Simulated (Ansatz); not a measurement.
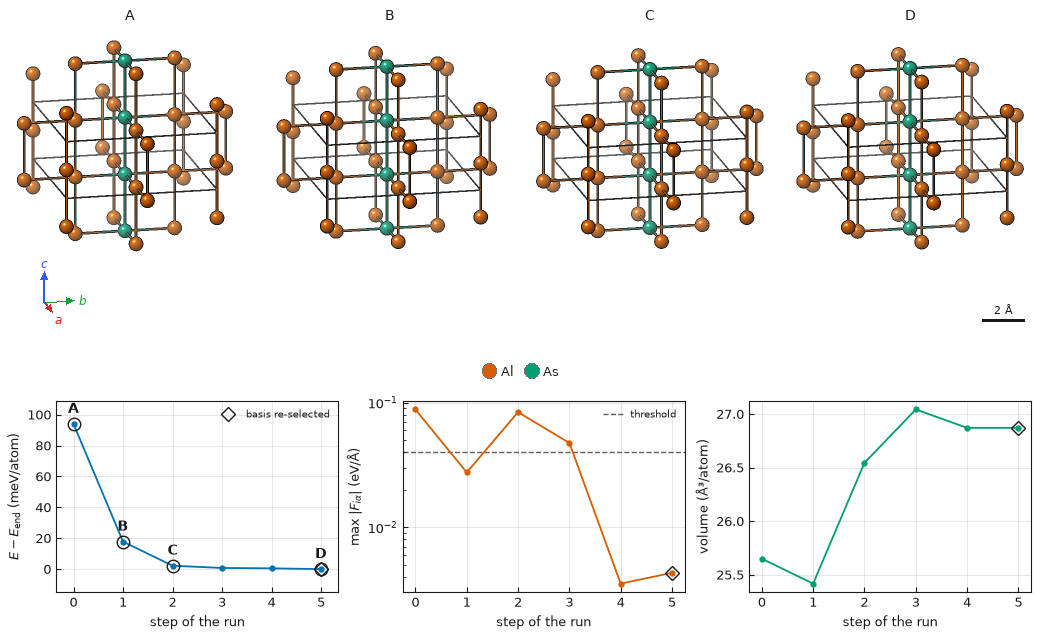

Frames of a relaxation of solid Al5As (a generated structure, set up in P4/mmm) (coarse preliminary run), marked on the history of the run. The picture is a ball-and-stick view of the cell of the calculation, seen slightly off an axis.

Level of theory: Ansatz 0.2.0, DFT PBE, scalar-relativistic, plane waves, PAW. Set-up: plane-wave cutoff 420 eV; k-point mesh 4 × 4 × 6; occupations gaussian; smearing width 0.1 eV; no spin polarisation; cell and atoms relaxed; force threshold 0.04 eV/Å; at most 70 steps.

### Describe the path.

The energy falls by 94.0 meV per atom in 4 accepted moves (5 points after the start). Largest force component: 0.088 eV/Å at the start, 0.0043 eV/Å at the end. Pressure: 0.30 GPa at the start and 0.02 GPa at the end. At 1 point the geometry stayed and the basis and grid were re-selected for the new cell (energy shift of 0.5 meV per atom at most each time). No atom moves by more than 0.005 Å relative to the cell. The volume changes by +4.8 %, with a = b 7.392 → 7.798 Å (+5.5 %), c 2.816 → 2.651 Å (−5.9 %). Near-neighbour distances that change, for instance: Al–Al 2.816 → 2.651 Å, As–As 2.816 → 2.651 Å, Al–Al 2.513 → 2.653 Å, Al–As 2.440 → 2.573 Å. The space group stays P4/mmm (No. 123). From step 0 to 1: volume −0.9 %, energy −76.2 meV per atom. From step 1 to 2: volume +4.4 %, energy −15.6 meV per atom. From step 2 to 5: volume +1.2 %, energy −2.2 meV per atom.

```tsv
step	E − E(0), meV/atom	largest force component, eV/Å	pressure, GPa	volume, Å³/atom	note
0	0.00	0.0883	0.30	25.650	
1	-76.22	0.0276	1.36	25.418	
2	-91.80	0.0840	0.67	26.545	
3	-93.27	0.0476	-0.26	27.043	
4	-93.51	0.0035	0.00	26.871	
5	-94.01	0.0043	0.02	26.871	same geometry, new basis
```

Limits of the set-up: the k-point mesh is coarse for a cell with partly filled bands.
